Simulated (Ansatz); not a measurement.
Take the following structure.

```
Sn O
1.0
     4.75982    0.00000    0.00000
     0.00000    3.20071    0.00000
     0.00000    0.00000   10.52012
Sn O
4 8
Direct
  0.50000 0.50000 0.18235
  0.50000 0.50000 0.63482
  0.00000 0.00000 0.40858
  0.00000 0.00000 0.86105
  0.69414 0.00000 0.09455
  0.69414 0.00000 0.54702
  0.19414 0.50000 0.04391
  0.19414 0.50000 0.49638
  0.80586 0.50000 0.32078
  0.80586 0.50000 0.77326
  0.30586 0.00000 0.27014
  0.30586 0.00000 0.72262
```

What crystal do these data define?

The formula is SnO2. The structure has Pm (No. 6) symmetry and a primitive monoclinic lattice. Content of the cell: 4 Sn, 8 O (Z = 4). By contacts within bonding range, the coordination numbers are Sn 3 to 6 (mean 5.2) and O 1 to 3 (mean 2.6). The bonds build SnO2 layers parallel to (001).

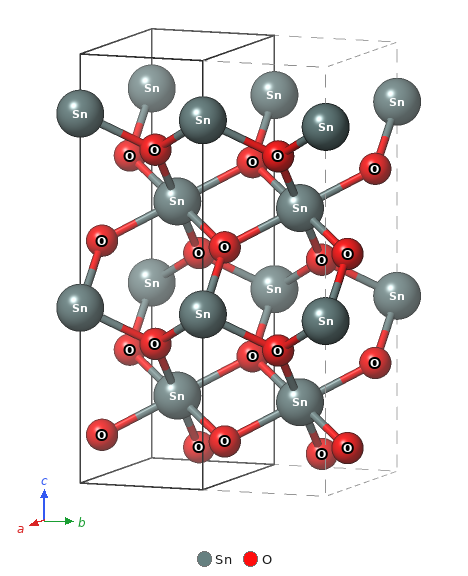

Ball-and-stick representation of a periodic structure, projected slightly off an axis. The conventional unit cell (solid box) is repeated to 1×2×1 cells.

The structure comes from a structure listed in the Materials Project. The cell was then strained or its atoms displaced on purpose. It went into a calculation with Ansatz.

At this level of theory the run's own cell isn't at rest (forces up to 4.3 eV/Å), so its distances can differ from those at equilibrium, the more so the softer the solid.
